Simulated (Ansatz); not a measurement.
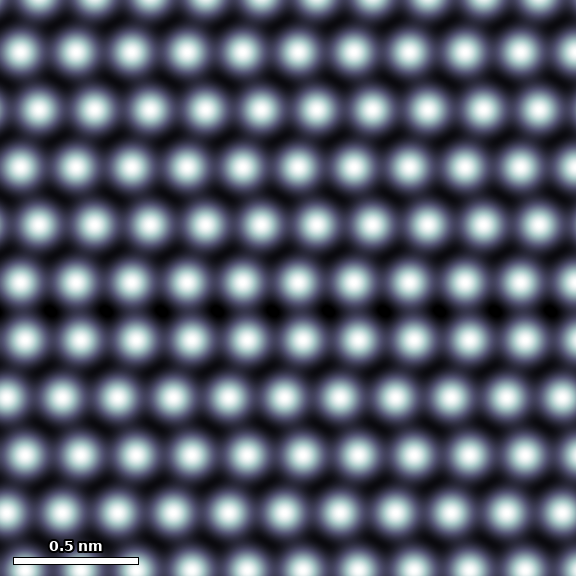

Integrated-DPC-like image of V (P6_3/mmc, No. 194) along [100]. Simulated as the projected potential of neutral atoms (B = 0.3 Å²) blurred by a 1.11 Å probe, the thin-sample limit of integrated differential phase contrast. The display is stretched by a gamma of 0.8; percentages refer to the linear signal.

One planar defect was built into the perfect crystal by geometry alone, without relaxation. Host structure: coordinates from a relaxation at fixed volume with Ansatz 0.2.0, DFT r2SCAN, scalar-relativistic, plane waves, PAW; the starting structure was generated, so it need not be a known form of this composition.

Question: Find the planar defect and say what kind it is.

Answer: A planar fault (a stacking fault) runs horizontally about 13 Å below the top edge. The part above it is shifted along the boundary by 1/4 of the 2.25 Å repeat of the rows (0.6 Å to the right, the same as 1.7 Å to the left); both parts keep the same orientation.
